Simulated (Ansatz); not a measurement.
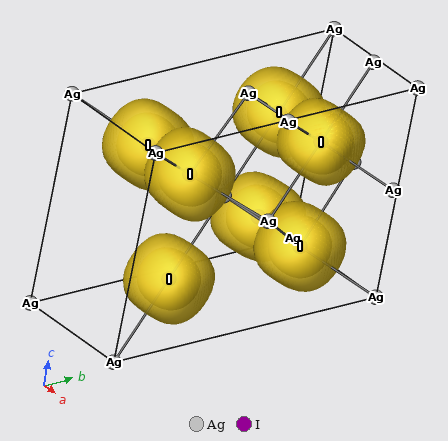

*Ag8I7 (cell charge +1, with a compensating background) (cell with a defect). Isosurface of the ELF at 0.65 (yellow), seen slightly off an axis. Core shells and regions of very low density are left out. Sticks mark near contacts.*

These are results of DFT PBE, scalar-relativistic, plane waves, PAW (Ansatz), not measurements.

Q: Identify the bonds, lone pairs and shells in this picture.

A: The surface consists of seven regions wrapped around I (the valence shell of each), counted in one cell of 15 atoms. Regions shared between cells count once.

Values along the shortest contacts:
Ag–I (2.94 Å): the ELF is about 0.30 at the midpoint and 0.15 at its lowest between the atoms. Ag–I (3.08 Å): the ELF is about 0.30 at the midpoint and 0.10 at its lowest between the atoms.

Q: Does the calculation make it a metal, or give it a gap?

A: It is gapped, with a Kohn–Sham gap of 0.26 eV on the k-point mesh, an upper bound to the gap of this method.
